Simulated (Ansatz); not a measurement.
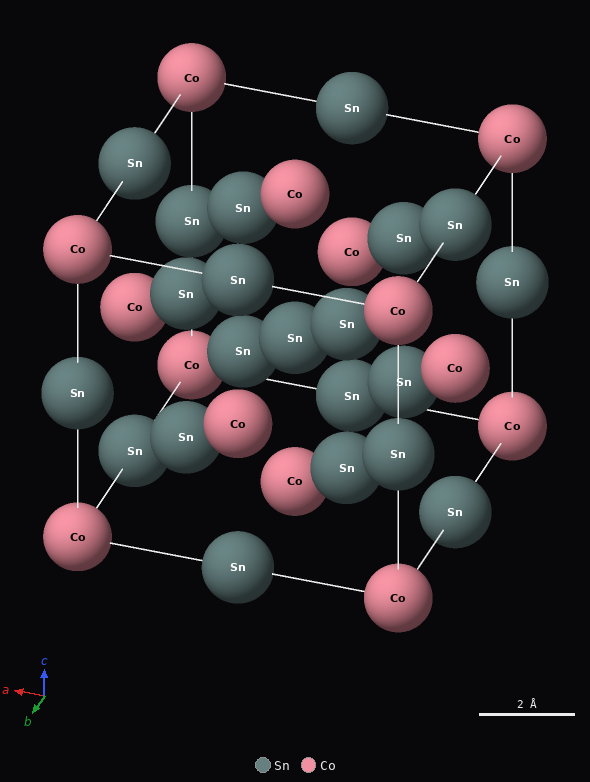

*The structure as given in the input (spheres-only view of the cell 4 times as large as that of the calculation, set on its symmetry axes, seen at an oblique angle). An atom can appear more than once, as a periodic image.*

CoSn3: single-point calculation (part 1 of 2)

System: CoSn3 (Fm-3m, 4 atoms in the cell).
Method: DFT r2SCAN, scalar-relativistic, plane waves, PAW, spin-polarised (Ansatz 0.2.0).

The structure was built on a prototype by a generator; it need not be a known phase. Figures and captions count atoms from 1; the log counts them from 0 in places.

Log:
```
Engine: ansatz 0.2.0, x86_64-unknown-linux-gnu
Pseudopotentials: kind: paw
Pseudopotential: Sn, paw, valence charge 14, recommended cutoff 500 eV (meta_gga), Sn.paw.azcp
Pseudopotential: Co, paw, valence charge 17, recommended cutoff 500 eV (meta_gga), Co.paw.azcp
Functional definition: r2SCAN
  parameter k0 = 0.174
  parameter k1 = 0.065
  parameter a1 = 4.9479
  exchange = r2scan_x(k0 = k0, k1 = k1, a1 = a1)
  correlation = r2scan_c
Crystal: 4 atoms, lattice volume = 93.392 Å³
Basis set: ecut = 500 eV, 2421 PW (Γ), exchange–correlation on 160×160×160 points (64 copies of the dense FFT grid, shifted against one another)
Bands: 37, of which v1, the nominal top of the filled ones, is band 30 counted from 1 (29 counted from 0)
Symmetry: 48 space group operations
Space group: Fm-3m (ITA 225), of the structure as read, at distance tolerance 4.5e-5 Å
Magnetic group: BNS 225.116 (UNI 1618), of the structure as read, at distance tolerance 4.5e-5 Å
k-points: 47 of 1000
Non-local potential: Sn, projectors of the file, l = 0: 2, l = 1: 2, l = 2: 2, l = 3: 2
Non-local potential: Co, projectors of the file, l = 0: 3, l = 1: 2, l = 2: 3, l = 3: 1
PAW form: soft (Blöchl's): semilocal exchange-correlation on the pseudo side does not see the compensation charge
PAW frozen core: Sn, regenerated for the run's functional (the file was generated under x = pbe(κ = 0.804, μ = 0.2195149727645171), c = pbe(β = 0.06672455060314922))
PAW frozen core: Co, regenerated for the run's functional (the file was generated under x = pbe(κ = 0.804, μ = 0.2195149727645171), c = pbe(β = 0.06672455060314922))
PAW one-centre angular grid: Sn, 590 points (default); XC on 249 of its mesh's 2787 points in the sphere
PAW one-centre angular grid: Co, 590 points (default); XC on 160 Gauss nodes
Initial density: superposition of atomic densities (chi_scale 0.1, normalization cell)
Starting moments: Σ|m| = 2 μB on 1 of 4 sites
Initial wavefunctions: pseudopotential atomic-orbital guess
Functional: x = r2scan, c = r2scan; τ floored in thin density (d = 2e-4 eV/Å³)
SCF iter   1: F=-23209.194942 eV  HF=-23247.747158 eV  |F-HF|=3.86e1  |Δ(HF+E_count)|=         —  Δρ=1.78e-1 (↑4.23e-2 ↓1.78e-1)  dr2=4.35e1  dr2_τ=2.13e-1  dr2_m=4.12e0  M=0.384 μB ∫|m|=0.470 μB  β_m=0.30  ethr=3.10e-3  ⟨swp⟩=6.6  Hψ=14306  notcnv=0
preconditioner: auto → Kerker (q_TF=auto, 2.527 Å⁻¹)  [metal: Δε(μ)=0.026 eV  Ē_g=17.540 eV  σ=0.100 eV  W_gap=0.14  n_scr=26 (ndim 8)  ℏωp=27.4 eV  f_vac=0.000  D(μ)=2.72/eV (n_scr^D=14)]
spin=Collinear: Kerker preconditioning applied to the charge; magnetization (m = ρ↑ − ρ↓) channel mixes plain (no charge-response kernel on spin).
SCF iter   2: F=-23206.928037 eV  HF=-23247.172529 eV  |F-HF|=4.02e1  |Δ(HF+E_count)|=   5.75e-1  Δρ=1.87e-1 (↑6.88e-2 ↓1.87e-1)  dr2=4.44e1  dr2_τ=9.77e-2  dr2_m=3.19e0  M=2.721 μB ∫|m|=2.959 μB  β_m=1.00  ethr=3.10e-3  ⟨swp⟩=3.3  Hψ=8772  notcnv=0  defer=175  κ⁻¹=1.0e0(r=1)
SCF iter   3: F=-23243.505180 eV  HF=-23243.831683 eV  |F-HF|=3.27e-1  |Δ(HF+E_count)|=    3.34e0  Δρ=6.40e-2 (↑3.89e-2 ↓6.40e-2)  dr2=1.62e0  dr2_τ=3.55e-1  dr2_m=2.21e0  M=1.319 μB ∫|m|=1.831 μB  β_m=0.30  ethr=3.10e-3  ⟨swp⟩=3.0  Hψ=8217  notcnv=0  defer=144  κ⁻¹=2.6e-5(r=2)
SCF iter   4: F=-23244.670165 eV  HF=-23244.344214 eV  |F-HF|=3.26e-1  |Δ(HF+E_count)|=   5.13e-1  Δρ=2.53e-2 (↑2.53e-2 ↓1.20e-2)  dr2=1.27e-1  dr2_τ=2.60e-2  dr2_m=2.73e-1  M=1.652 μB ∫|m|=2.204 μB  β_m=1.00  ethr=2.74e-3  ⟨swp⟩=2.0  Hψ=5097  notcnv=0  defer=164  κ⁻¹=2.6e-5(r=3)
SCF iter   5: F=-23244.438886 eV  HF=-23244.732730 eV  |F-HF|=2.94e-1  |Δ(HF+E_count)|=   3.89e-1  Δρ=1.87e-2 (↑3.80e-3 ↓1.87e-2)  dr2=5.15e-1  dr2_τ=3.07e-3  dr2_m=5.11e-2  M=1.705 μB ∫|m|=2.373 μB  β_m=1.00  ethr=2.16e-4  ⟨swp⟩=2.2  Hψ=6982  notcnv=0  defer=164  κ⁻¹=1.5e-6(r=4)
SCF iter   6: F=-23244.543452 eV  HF=-23244.724725 eV  |F-HF|=1.81e-1  |Δ(HF+E_count)|=   8.01e-3  Δρ=1.13e-2 (↑7.88e-3 ↓1.13e-2)  dr2=3.26e-1  dr2_τ=2.83e-3  dr2_m=3.37e-3  M=1.715 μB ∫|m|=2.410 μB  β_m=1.00  ethr=2.16e-4  ⟨swp⟩=1.6  Hψ=4797  notcnv=0  defer=157  κ⁻¹=1.4e-6(r=5)
SCF iter   7: F=-23244.775243 eV  HF=-23244.747037 eV  |F-HF|=2.82e-2  |Δ(HF+E_count)|=   2.23e-2  Δρ=5.18e-3 (↑5.18e-3 ↓4.50e-3)  dr2=4.55e-2  dr2_τ=1.42e-3  dr2_m=5.28e-3  M=1.687 μB ∫|m|=2.357 μB  β_m=1.20  ethr=2.16e-4  ⟨swp⟩=1.5  Hψ=4017  notcnv=0  defer=156
Mixer restart at iter 7: flushing history
spin-set hold released at iteration 7 (site moments contracting): the magnetisation degrees of freedom join the quasi-Newton model from the next iteration; the mixer history was flushed
SCF iter   8: F=-23244.814297 eV  HF=-23244.794463 eV  |F-HF|=1.98e-2  |Δ(HF+E_count)|=   4.74e-2  Δρ=1.06e-2 (↑2.77e-3 ↓1.06e-2)  dr2=7.33e-2  dr2_τ=5.67e-4  dr2_m=1.54e-2  M=1.629 μB ∫|m|=2.247 μB  β_m=1.20  ethr=7.71e-5  ⟨swp⟩=2.0  Hψ=7073  notcnv=0  defer=156  κ⁻¹=1.0e0(r=1)
SCF iter   9: F=-23244.908193 eV  HF=-23244.814043 eV  |F-HF|=9.42e-2  |Δ(HF+E_count)|=   1.96e-2  Δρ=6.98e-3 (↑2.97e-3 ↓6.98e-3)  dr2=1.45e-2  dr2_τ=3.72e-4  dr2_m=5.07e-3  M=1.697 μB ∫|m|=2.305 μB  β_m=1.20  ethr=7.71e-5  ⟨swp⟩=1.6  Hψ=4311  notcnv=0  defer=156  κ⁻¹=3.6e-2(r=2)
SCF iter  10: F=-23244.949595 eV  HF=-23244.837669 eV  |F-HF|=1.12e-1  |Δ(HF+E_count)|=   2.36e-2  Δρ=7.87e-3 (↑3.25e-3 ↓7.87e-3)  dr2=2.20e-2  dr2_τ=4.55e-4  dr2_m=6.43e-3  M=1.727 μB ∫|m|=2.316 μB  β_m=1.20  ethr=2.46e-5  ⟨swp⟩=1.1  Hψ=3828  notcnv=0  defer=156  κ⁻¹=1.2e-3(r=3)
SCF iter  11: F=-23244.759928 eV  HF=-23244.748129 eV  |F-HF|=1.18e-2  |Δ(HF+E_count)|=   8.95e-2  Δρ=3.19e-3 (↑1.48e-3 ↓3.19e-3)  dr2=1.05e-2  dr2_τ=6.56e-5  dr2_m=9.06e-4  M=1.551 μB ∫|m|=2.287 μB  β_m=1.20  ethr=2.46e-5  ⟨swp⟩=2.0  Hψ=6753  notcnv=0  defer=156  κ⁻¹=1.8e-4(r=4)
SCF iter  12: F=-23244.765485 eV  HF=-23244.754487 eV  |F-HF|=1.10e-2  |Δ(HF+E_count)|=   6.36e-3  Δρ=1.95e-3 (↑1.13e-3 ↓1.95e-3)  dr2=1.84e-3  dr2_τ=3.32e-5  dr2_m=5.64e-4  M=1.563 μB ∫|m|=2.310 μB  β_m=1.20  ethr=1.77e-5  ⟨swp⟩=2.0  Hψ=4625  notcnv=0  defer=156  κ⁻¹=1.4e-4(r=5)
SCF iter  13: F=-23244.756973 eV  HF=-23244.754114 eV  |F-HF|=2.86e-3  |Δ(HF+E_count)|=   3.74e-4  Δρ=2.08e-3 (↑4.37e-4 ↓2.08e-3)  dr2=1.27e-3  dr2_τ=4.38e-5  dr2_m=1.11e-3  M=1.548 μB ∫|m|=2.338 μB  β_m=1.20  ethr=3.11e-6  ⟨swp⟩=2.0  Hψ=6644  notcnv=0  defer=156  κ⁻¹=3.2e-5(r=6)
SCF iter  14: F=-23244.750198 eV  HF=-23244.750583 eV  |F-HF|=3.85e-4  |Δ(HF+E_count)|=   3.53e-3  Δρ=1.42e-3 (↑1.63e-4 ↓1.42e-3)  dr2=1.44e-3  dr2_τ=1.27e-5  dr2_m=4.58e-4  M=1.517 μB ∫|m|=2.353 μB  β_m=1.20  ethr=2.16e-6  ⟨swp⟩=2.0  Hψ=6519  notcnv=0  defer=156  κ⁻¹=1.5e-5(r=7)
SCF iter  15: F=-23244.750343 eV  HF=-23244.750412 eV  |F-HF|=6.92e-5  |Δ(HF+E_count)|=   1.71e-4  Δρ=7.39e-4 (↑1.83e-4 ↓7.39e-4)  dr2=6.51e-4  dr2_τ=4.12e-6  dr2_m=8.24e-5  M=1.484 μB ∫|m|=2.360 μB  β_m=1.20  ethr=2.16e-6  ⟨swp⟩=2.0  Hψ=6518  notcnv=0  defer=156  κ⁻¹=1.2e-5(r=8)
SCF iter  16: F=-23244.750468 eV  HF=-23244.750363 eV  |F-HF|=1.05e-4  |Δ(HF+E_count)|=   4.98e-5  Δρ=5.45e-4 (↑1.68e-4 ↓5.45e-4)  dr2=3.19e-4  dr2_τ=2.76e-6  dr2_m=4.37e-5  M=1.483 μB ∫|m|=2.357 μB  β_m=1.20  ethr=1.10e-6  ⟨swp⟩=1.0  Hψ=3835  notcnv=0  defer=156  κ⁻¹=6.3e-6(r=8)
SCF iter  17: F=-23244.750309 eV  HF=-23244.750196 eV  |F-HF|=1.13e-4  |Δ(HF+E_count)|=   1.67e-4  Δρ=3.31e-4 (↑4.88e-5 ↓3.31e-4)  dr2=2.59e-5  dr2_τ=1.00e-6  dr2_m=2.25e-5  M=1.485 μB ∫|m|=2.354 μB  β_m=1.20  ethr=5.40e-7  ⟨swp⟩=2.3  Hψ=6029  notcnv=0  defer=156  κ⁻¹=1.1e-5(r=8)
SCF iter  18: F=-23244.750063 eV  HF=-23244.750057 eV  |F-HF|=5.64e-6  |Δ(HF+E_count)|=   1.38e-4  Δρ=1.16e-4 (↑2.35e-5 ↓1.16e-4)  dr2=6.76e-6  dr2_τ=7.31e-8  dr2_m=3.60e-6  M=1.493 μB ∫|m|=2.353 μB  β_m=1.20  ethr=4.40e-8  ⟨swp⟩=2.1  Hψ=6145  notcnv=0  defer=156  κ⁻¹=9.6e-6(r=8)
SCF iter  19: F=-23244.750065 eV  HF=-23244.750065 eV  |F-HF|=9.47e-8  |Δ(HF+E_count)|=   7.85e-6  Δρ=8.38e-5 (↑1.90e-5 ↓8.38e-5)  dr2=6.21e-6  dr2_τ=3.13e-8  dr2_m=1.98e-6  M=1.492 μB ∫|m|=2.352 μB  β_m=1.20  ethr=1.15e-8  ⟨swp⟩=2.0  Hψ=5185  notcnv=0  defer=156  κ⁻¹=1.0e-5(r=8)
SCF iter  20: F=-23244.750067 eV  HF=-23244.750068 eV  |F-HF|=7.00e-7  |Δ(HF+E_count)|=   2.76e-6  Δρ=7.06e-5 (↑1.97e-5 ↓7.06e-5)  dr2=3.92e-6  dr2_τ=1.69e-8  dr2_m=1.58e-6  M=1.492 μB ∫|m|=2.352 μB  β_m=1.20  ethr=1.05e-8  ⟨swp⟩=2.0  Hψ=5012  notcnv=0  defer=156  κ⁻¹=6.3e-6(r=8)
SCF iter  21: F=-23244.750068 eV  HF=-23244.750071 eV  |F-HF|=2.50e-6  |Δ(HF+E_count)|=   2.61e-6  Δρ=6.00e-5 (↑7.69e-6 ↓6.00e-5)  dr2=3.54e-6  dr2_τ=1.26e-8  dr2_m=8.49e-7  M=1.492 μB ∫|m|=2.351 μB  β_m=1.20  ethr=6.64e-9  ⟨swp⟩=2.0  Hψ=6026  notcnv=0  defer=156  κ⁻¹=8.7e-6(r=8)
SCF iter  22: F=-23244.750071 eV  HF=-23244.750070 eV  |F-HF|=9.38e-8  |Δ(HF+E_count)|=   2.68e-7  Δρ=1.60e-5 (↑2.76e-6 ↓1.60e-5)  dr2=1.74e-7  dr2_τ=1.17e-9  dr2_m=4.90e-8  M=1.492 μB ∫|m|=2.351 μB  β_m=1.20  ethr=5.99e-9  ⟨swp⟩=2.0  Hψ=3832  notcnv=0  defer=156  κ⁻¹=4.4e-6(r=8)
SCF iter  23: F=-23244.750070 eV  HF=-23244.750070 eV  |F-HF|=2.28e-8  |Δ(HF+E_count)|=   1.83e-8  Δρ=1.85e-5 (↑2.49e-6 ↓1.85e-5)  dr2=2.80e-7  dr2_τ=1.62e-9  dr2_m=6.40e-8  M=1.492 μB ∫|m|=2.351 μB  β_m=1.20  ethr=1.69e-10  ⟨swp⟩=14.0  Hψ=23311  notcnv=0  κ⁻¹=2.2e-6(r=8)
SCF iter  24: F=-23244.750070 eV  HF=-23244.750070 eV  |F-HF|=1.23e-8  |Δ(HF+E_count)|=   2.06e-8  Δρ=1.28e-5 (↑1.93e-6 ↓1.28e-5)  dr2=1.34e-7  dr2_τ=7.59e-10  dr2_m=2.93e-8  M=1.492 μB ∫|m|=2.351 μB  β_m=1.20  ethr=2.96e-10  ⟨swp⟩=2.0  Hψ=3607  notcnv=0  κ⁻¹=8.4e-7(r=8)
SCF iter  25: F=-23244.750071 eV  HF=-23244.750070 eV  |F-HF|=2.73e-8  |Δ(HF+E_count)|=   2.55e-9  Δρ=5.45e-6 (↑1.05e-6 ↓5.45e-6)  dr2=2.02e-8  dr2_τ=1.64e-10  dr2_m=6.26e-9  M=1.492 μB ∫|m|=2.351 μB  ethr=1.69e-10  ⟨swp⟩=7.9  Hψ=18418  notcnv=0
the SCF closed 165.48 meV above the free energy of iteration 10 of the SCF that came to this state, or of a state that it met there and left: the closed state is not the lowest of this functional
SCF 1 converged in 25 iterations: F = -23244.750071 eV  dr2 = 2.02e-8
  greatest PAW one-centre occupation: 1.006 electrons in one spin orbital (limit 2), on the Co atom at site 3 (counted from 0), in its partial waves of l = 1
```

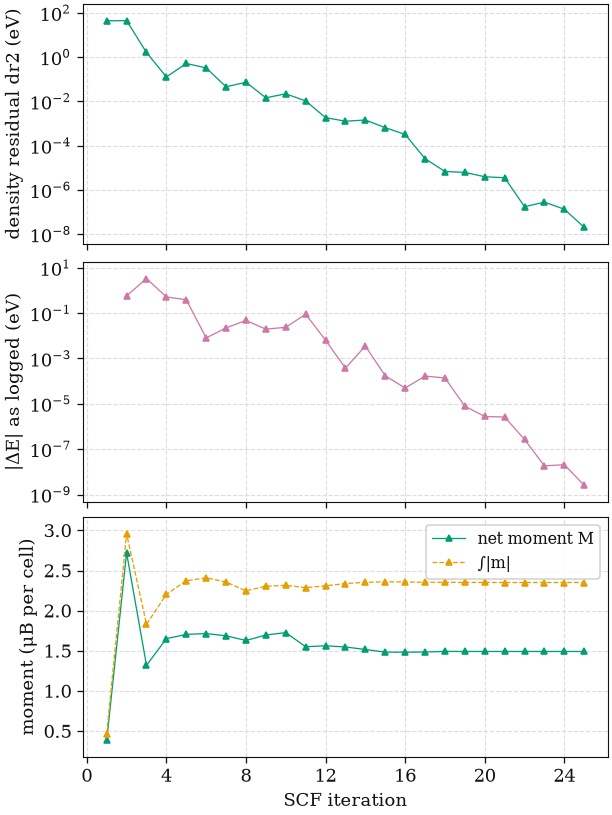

*Convergence of the self-consistent field: density residual dr2, size of the energy change and magnetic moment against the SCF iteration.*

The residual comes down, with one marked jump up, by a factor of about 4, at step 5. The net moment goes from 0.4 to 1.5 μB per cell, with excursions between 0.4 and 2.7 on the way.
